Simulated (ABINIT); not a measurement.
## Geometry relaxation of CdTe (part 2 of 2)

CdTe (F-43m, 2 atoms in the cell); Kohn-Sham DFT of a periodic cell, LDA, JTH PAW LDA v2.0, no spin polarisation (ABINIT 10.8.3); cutoff 462.59 eV, 5×5×5 k-mesh, fermi-dirac of 0.05 eV. The structure derives from an entry of the Crystallography Open Database.

Geometry of the input (Å; fractional positions):
```
0.0000  3.2050  3.2050
3.2050  0.0000  3.2050
3.2050  3.2050  0.0000
Te 0.7500  0.7500  0.7500
Cd 0.0000  0.0000  0.0000
```

## What the program printed, continued
```
     iter   Etot(hartree)      deltaE(h)  residm     nres2
 ETOT  1  -56.134732092736    -5.613E+01 5.089E-06 4.145E-04
 ETOT  2  -56.134729315131     2.778E-06 3.082E-06 6.683E-05
 ETOT  3  -56.134728988438     3.267E-07 3.246E-06 9.638E-06
 ETOT  4  -56.134728916318     7.212E-08 1.861E-06 1.584E-06
 ETOT  5  -56.134728910721     5.597E-09 1.960E-06 1.768E-07
 ETOT  6  -56.134728912184    -1.463E-09 1.174E-06 1.220E-08
 ETOT  7  -56.134728912384    -1.997E-10 1.233E-06 2.304E-09
 ETOT  8  -56.134728912499    -1.148E-10 7.427E-07 4.661E-10
 ETOT  9  -56.134728912537    -3.888E-11 7.818E-07 1.688E-11

 At SCF step    9       nres2   =  1.69E-11 < tolvrs=  1.00E-10 =>converged.

 Cartesian components of stress tensor (hartree/bohr^3)
  sigma(1 1)= -4.84683146E-06  sigma(3 2)=  0.00000000E+00
  sigma(2 2)= -4.84683146E-06  sigma(3 1)=  0.00000000E+00
  sigma(3 3)= -4.84683146E-06  sigma(2 1)=  0.00000000E+00

--- !ResultsGS
iteration_state: {dtset: 1, itime: 2, icycle: 1, }
comment   : Summary of ground state results
lattice_vectors:
- [  0.0000000,   6.0576034,   6.0576034, ]
- [  6.0576034,   0.0000000,   6.0576034, ]
- [  6.0576034,   6.0576034,   0.0000000, ]
lattice_lengths: [   8.56674,    8.56674,    8.56674, ]
lattice_angles: [ 60.000,  60.000,  60.000, ] # degrees, (23, 13, 12)
lattice_volume:   4.4456217E+02
convergence: {deltae: -3.888E-11, res2:  1.688E-11, residm:  7.818E-07, diffor: null, }
etotal    :  -5.61347289E+01
entropy   :   0.00000000E+00
fermie    :  -8.82363767E-02
cartesian_stress_tensor: # hartree/bohr^3
- [ -4.84683146E-06,   0.00000000E+00,   0.00000000E+00, ]
- [  0.00000000E+00,  -4.84683146E-06,   0.00000000E+00, ]
- [  0.00000000E+00,   0.00000000E+00,  -4.84683146E-06, ]
pressure_GPa:   1.4260E-01
xred      :
- [  7.5000E-01,   7.5000E-01,   7.5000E-01, Te]
- [  0.0000E+00,   0.0000E+00,   0.0000E+00, Cd]
cartesian_forces: # hartree/bohr
- [ -0.00000000E+00,  -0.00000000E+00,  -0.00000000E+00, ]
- [ -0.00000000E+00,  -0.00000000E+00,  -0.00000000E+00, ]
force_length_stats: {min:   0.00000000E+00, max:   0.00000000E+00, mean:   0.00000000E+00, }
...

 Integrated electronic density in atomic spheres:
 ------------------------------------------------
 Atom  Sphere_radius  Integrated_density
    1        2.31107          3.17047630
    2        2.50234         10.50099272

---OUTPUT-----------------------------------------------------------------------

 Cartesian coordinates (xcart) [bohr]
  9.08640510527423E+00  9.08640510527423E+00  9.08640510527423E+00
  0.00000000000000E+00  0.00000000000000E+00  0.00000000000000E+00
 Reduced coordinates (xred)
  7.50000000000000E-01  7.50000000000000E-01  7.50000000000000E-01
  0.00000000000000E+00  0.00000000000000E+00  0.00000000000000E+00
 Cartesian forces (fcart) [Ha/bohr]; max,rms= 0.00000E+00 0.00000E+00 (free atoms)
 -0.00000000000000E+00 -0.00000000000000E+00 -0.00000000000000E+00
 -0.00000000000000E+00 -0.00000000000000E+00 -0.00000000000000E+00
 Gradient of E wrt nuclear positions in reduced coordinates (gred)
  0.00000000000000E+00  0.00000000000000E+00  0.00000000000000E+00
  0.00000000000000E+00  0.00000000000000E+00  0.00000000000000E+00
 Scale of Primitive Cell (acell) [bohr]
  8.56674488872996E+00  8.56674488872996E+00  8.56674488872996E+00
 Real space primitive translations (rprimd) [bohr]
  0.00000000000000E+00  6.05760340351615E+00  6.05760340351615E+00
  6.05760340351615E+00  0.00000000000000E+00  6.05760340351615E+00
  6.05760340351615E+00  6.05760340351615E+00  0.00000000000000E+00
 Unitary Cell Volume (ucvol) [Bohr^3]=  4.44562170908676E+02
 Angles (23,13,12)= [degrees]
  6.00000000000000E+01  6.00000000000000E+01  6.00000000000000E+01
 Lengths [Bohr]
  8.56674488872996E+00  8.56674488872996E+00  8.56674488872996E+00
 Stress tensor in cartesian coordinates (strten) [Ha/bohr^3]
 -4.84683145718368E-06  0.00000000000000E+00  0.00000000000000E+00
  0.00000000000000E+00 -4.84683145718368E-06  0.00000000000000E+00
  0.00000000000000E+00  0.00000000000000E+00 -4.84683145718368E-06
 Total energy (etotal) [Ha]= -5.61347289125375E+01

 Difference of energy with previous step (new-old):
           Absolute (Ha)=-1.21554E-06
           Relative     =-2.16539E-08

--- Iteration: ( 3/50) Internal Cycle: (1/1)
--------------------------------------------------------------------------------

---SELF-CONSISTENT-FIELD CONVERGENCE--------------------------------------------

--- !BeginCycle
iteration_state: {dtset: 1, itime: 3, icycle: 1, }
solver: {iscf: 17, nstep: 80, nline: 4, wfoptalg: 10, }
tolerances: {tolvrs: 1.00E-10, }
...

     iter   Etot(hartree)      deltaE(h)  residm     nres2
 ETOT  1  -56.134841984004    -5.613E+01 1.281E-06 1.427E-02
 ETOT  2  -56.134745998032     9.599E-05 8.109E-07 2.316E-03
 ETOT  3  -56.134734697818     1.130E-05 3.469E-07 3.320E-04
 ETOT  4  -56.134732222144     2.476E-06 1.902E-07 5.474E-05
 ETOT  5  -56.134732032872     1.893E-07 1.174E-07 6.145E-06
 ETOT  6  -56.134732084182    -5.131E-08 7.339E-08 4.190E-07
 ETOT  7  -56.134732091169    -6.987E-09 6.849E-08 7.878E-08
 ETOT  8  -56.134732095234    -4.065E-09 5.109E-08 1.519E-08
 ETOT  9  -56.134732096620    -1.387E-09 4.311E-08 5.900E-10
 ETOT 10  -56.134732097234    -6.140E-10 3.317E-08 8.484E-10
 ETOT 11  -56.134732097505    -2.707E-10 2.677E-08 1.069E-10
 ETOT 12  -56.134732097621    -1.163E-10 2.130E-08 7.760E-11

 At SCF step   12       nres2   =  7.76E-11 < tolvrs=  1.00E-10 =>converged.

 Cartesian components of stress tensor (hartree/bohr^3)
  sigma(1 1)=  8.29869564E-08  sigma(3 2)=  0.00000000E+00
  sigma(2 2)=  8.29869564E-08  sigma(3 1)=  0.00000000E+00
  sigma(3 3)=  8.29869564E-08  sigma(2 1)=  0.00000000E+00

--- !ResultsGS
iteration_state: {dtset: 1, itime: 3, icycle: 1, }
comment   : Summary of ground state results
lattice_vectors:
- [  0.0000000,   6.0636578,   6.0636578, ]
- [  6.0636578,   0.0000000,   6.0636578, ]
- [  6.0636578,   6.0636578,   0.0000000, ]
lattice_lengths: [   8.57531,    8.57531,    8.57531, ]
lattice_angles: [ 60.000,  60.000,  60.000, ] # degrees, (23, 13, 12)
lattice_volume:   4.4589648E+02
convergence: {deltae: -1.163E-10, res2:  7.760E-11, residm:  2.130E-08, diffor: null, }
etotal    :  -5.61347321E+01
entropy   :   0.00000000E+00
fermie    :  -8.88863809E-02
cartesian_stress_tensor: # hartree/bohr^3
- [  8.29869564E-08,   0.00000000E+00,   0.00000000E+00, ]
- [  0.00000000E+00,   8.29869564E-08,   0.00000000E+00, ]
- [  0.00000000E+00,   0.00000000E+00,   8.29869564E-08, ]
pressure_GPa:  -2.4416E-03
xred      :
- [  7.5000E-01,   7.5000E-01,   7.5000E-01, Te]
- [  0.0000E+00,   0.0000E+00,   0.0000E+00, Cd]
cartesian_forces: # hartree/bohr
- [ -0.00000000E+00,  -0.00000000E+00,  -0.00000000E+00, ]
- [ -0.00000000E+00,  -0.00000000E+00,  -0.00000000E+00, ]
force_length_stats: {min:   0.00000000E+00, max:   0.00000000E+00, mean:   0.00000000E+00, }
...

 Integrated electronic density in atomic spheres:
 ------------------------------------------------
 Atom  Sphere_radius  Integrated_density
    1        2.31107          3.17644552
    2        2.50234         10.47581110

---OUTPUT-----------------------------------------------------------------------

 Cartesian coordinates (xcart) [bohr]
  9.09548667817685E+00  9.09548667817685E+00  9.09548667817685E+00
  0.00000000000000E+00  0.00000000000000E+00  0.00000000000000E+00
 Reduced coordinates (xred)
  7.50000000000000E-01  7.50000000000000E-01  7.50000000000000E-01
  0.00000000000000E+00  0.00000000000000E+00  0.00000000000000E+00
 Cartesian forces (fcart) [Ha/bohr]; max,rms= 0.00000E+00 0.00000E+00 (free atoms)
 -0.00000000000000E+00 -0.00000000000000E+00 -0.00000000000000E+00
 -0.00000000000000E+00 -0.00000000000000E+00 -0.00000000000000E+00
 Gradient of E wrt nuclear positions in reduced coordinates (gred)
  0.00000000000000E+00  0.00000000000000E+00  0.00000000000000E+00
  0.00000000000000E+00  0.00000000000000E+00  0.00000000000000E+00
 Scale of Primitive Cell (acell) [bohr]
  8.57530707777434E+00  8.57530707777434E+00  8.57530707777434E+00
 Real space primitive translations (rprimd) [bohr]
  0.00000000000000E+00  6.06365778545123E+00  6.06365778545123E+00
  6.06365778545123E+00  0.00000000000000E+00  6.06365778545123E+00
  6.06365778545123E+00  6.06365778545123E+00  0.00000000000000E+00
 Unitary Cell Volume (ucvol) [Bohr^3]=  4.45896480871439E+02
 Angles (23,13,12)= [degrees]
  6.00000000000000E+01  6.00000000000000E+01  6.00000000000000E+01
 Lengths [Bohr]
  8.57530707777434E+00  8.57530707777434E+00  8.57530707777434E+00
 Stress tensor in cartesian coordinates (strten) [Ha/bohr^3]
  8.29869563935548E-08  0.00000000000000E+00  0.00000000000000E+00
  0.00000000000000E+00  8.29869563952895E-08  0.00000000000000E+00
  0.00000000000000E+00  0.00000000000000E+00  8.29869563935548E-08
 Total energy (etotal) [Ha]= -5.61347320976215E+01

 Difference of energy with previous step (new-old):
           Absolute (Ha)=-3.18508E-06
           Relative     =-5.67400E-08

 At Broyd/MD step   3, gradients are converged :
  max grad (force/stress) = 8.2987E-06 < tolmxf= 2.0000E-05 ha/bohr (free atoms)

================================================================================

 ----iterations are completed or convergence reached----

 Mean square residual over all n,k,spin=   22.231E-11; max=  21.302E-09
 reduced coordinates (array xred) for    2 atoms
       0.750000000000      0.750000000000      0.750000000000
       0.000000000000      0.000000000000      0.000000000000
 rms dE/dt=  0.0000E+00; max dE/dt=  0.0000E+00; dE/dt below (all hartree)
    1       0.000000000000      0.000000000000      0.000000000000
    2       0.000000000000      0.000000000000      0.000000000000

 cartesian coordinates (angstrom) at end:
    1      4.81312426889774     4.81312426889774     4.81312426889774
    2      0.00000000000000     0.00000000000000     0.00000000000000

 cartesian forces (hartree/bohr) at end:
    1     -0.00000000000000    -0.00000000000000    -0.00000000000000
    2     -0.00000000000000    -0.00000000000000    -0.00000000000000
 frms,max,avg= 0.0000000E+00 0.0000000E+00   0.000E+00  0.000E+00  0.000E+00 h/b

 cartesian forces (eV/Angstrom) at end:
    1     -0.00000000000000    -0.00000000000000    -0.00000000000000
    2     -0.00000000000000    -0.00000000000000    -0.00000000000000
 frms,max,avg= 0.0000000E+00 0.0000000E+00   0.000E+00  0.000E+00  0.000E+00 e/A
 length scales=  8.575307077774  8.575307077774  8.575307077774 bohr
              =  4.537857078975  4.537857078975  4.537857078975 angstroms
 Fermi (or HOMO) energy (hartree) =  -0.08889   Average Vxc (hartree)=  -0.32548
 Eigenvalues (hartree) for nkpt=  10  k points:
 kpt#   1, nband= 13, wtk=  0.00800, kpt=  0.0000  0.0000  0.0000 (reduced coord)
  -0.52178   -0.40871   -0.40871   -0.40871   -0.39822   -0.39822   -0.10085   -0.10085
  -0.10085   -0.07896    0.06525    0.06525    0.06525
      occupation numbers for kpt#   1
   2.00000    2.00000    2.00000    2.00000    2.00000    2.00000    1.99702    1.99702
   1.99702    0.00899    0.00000    0.00000    0.00000
 prteigrs : prtvol=0 or 1, do not print more k-points.

--- !EnergyTerms
iteration_state     : {dtset: 1, itime: 3, icycle: 1, }
comment             : Components of total free energy in Hartree
kinetic             :  1.52961193041994E+01
hartree             :  1.55712813985079E+01
xc                  : -7.29936709319078E+00
Ewald energy        : -3.87865701821807E+01
psp_core            :  5.40396144832619E+00
local_psp           : -4.59485428614092E+01
PAW spherical_terms : -3.71613897567387E-01
internal            : -5.61347318833146E+01
'-kT*entropy'       : -1.84536649135505E-06
total_energy        : -5.61347337286811E+01
total_energy_eV     : -1.52750392130644E+03
...

--- !EnergyTermsDC
iteration_state     : {dtset: 1, itime: 3, icycle: 1, }
comment             : '"Double-counting" decomposition of free energy'
band_energy         : -6.11935324388473E+00
Ewald energy        : -3.87865701821807E+01
psp_core            :  5.40396144832619E+00
xc_dc               : -1.59011809440842E+01
PAW spherical_terms : -7.31587330431486E-01
internal            : -5.61347302522550E+01
'-kT*entropy'       : -1.84536649135505E-06
total_energy_dc     : -5.61347320976215E+01
total_energy_dc_eV  : -1.52750387692304E+03
...

--- !EnergyTermsWithPAWCore
iteration_state     : {dtset: 1, itime: 3, icycle: 1, }
comment             : 'Components of total free energy, including PAW core contributions'
Total energy        : -1.23786776830402E+04
Total energy DC     : -1.23786776814091E+04
Total energy (eV)   : -3.36840979647711E+05
Total energy DC (eV): -3.36840979603328E+05
...

 Cartesian components of stress tensor (hartree/bohr^3)
  sigma(1 1)=  8.29869564E-08  sigma(3 2)=  0.00000000E+00
  sigma(2 2)=  8.29869564E-08  sigma(3 1)=  0.00000000E+00
  sigma(3 3)=  8.29869564E-08  sigma(2 1)=  0.00000000E+00

-Cartesian components of stress tensor (GPa)         [Pressure= -2.4416E-03 GPa]
- sigma(1 1)=  2.44156055E-03  sigma(3 2)=  0.00000000E+00
- sigma(2 2)=  2.44156055E-03  sigma(3 1)=  0.00000000E+00
- sigma(3 3)=  2.44156055E-03  sigma(2 1)=  0.00000000E+00

== END DATASET(S) ==============================================================
================================================================================

 -outvars: echo values of variables after computation  --------
            acell      8.5753070778E+00  8.5753070778E+00  8.5753070778E+00 Bohr
           etotal     -5.6134732098E+01
            fcart     -0.0000000000E+00 -0.0000000000E+00 -0.0000000000E+00
                      -0.0000000000E+00 -0.0000000000E+00 -0.0000000000E+00
            rprim      0.0000000000E+00  7.0710678119E-01  7.0710678119E-01
                       7.0710678119E-01  0.0000000000E+00  7.0710678119E-01
                       7.0710678119E-01  7.0710678119E-01  0.0000000000E+00
           strten      8.2986956394E-08  8.2986956395E-08  8.2986956394E-08
                       0.0000000000E+00  0.0000000000E+00  0.0000000000E+00
           xangst      4.8131242689E+00  4.8131242689E+00  4.8131242689E+00
                       0.0000000000E+00  0.0000000000E+00  0.0000000000E+00
             xred      7.5000000000E-01  7.5000000000E-01  7.5000000000E-01
                       0.0000000000E+00  0.0000000000E+00  0.0000000000E+00
 Calculation completed.
```

## Trajectory as extended XYZ (Å, eV, eV/Å), 3 frames, from step=0 to step=2
```
2
Lattice="0.0000 3.2050 3.2050 3.2050 0.0000 3.2050 3.2050 3.2050 0.0000" Properties=species:S:1:pos:R:3:forces:R:3 step=0 energy=-1527.50376
Te    4.8075    4.8075    4.8075    0.0000   0.0000   0.0000
Cd    0.0000    0.0000    0.0000    0.0000   0.0000   0.0000
2
Lattice="0.0000 3.2055 3.2055 3.2055 0.0000 3.2055 3.2055 3.2055 0.0000" Properties=species:S:1:pos:R:3:forces:R:3 step=1 energy=-1527.50379
Te    4.8083    4.8083    4.8083    0.0000   0.0000   0.0000
Cd    0.0000    0.0000    0.0000    0.0000   0.0000   0.0000
2
Lattice="0.0000 3.2088 3.2088 3.2088 0.0000 3.2088 3.2088 3.2088 0.0000" Properties=species:S:1:pos:R:3:forces:R:3 step=2 energy=-1527.50388
Te    4.8131    4.8131    4.8131    0.0000   0.0000   0.0000
Cd    0.0000    0.0000    0.0000    0.0000   0.0000   0.0000
```

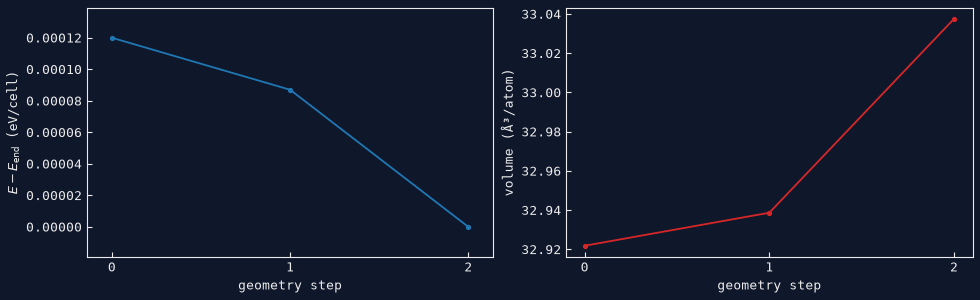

Fig. 1: Progress of the relaxation, step by step (steps are counted from 0). Over 2 geometry steps the energy falls by 0.1 meV per cell of the calculation. All forces vanish by symmetry, so only the cell relaxes. The atoms keep their places relative to the cell (all moves are under 0.005 Å). The volume changes by +0.4 %, with a = b = c 6.410 → 6.418 Å (+0.1 %). The space group stays F-43m (No. 216).
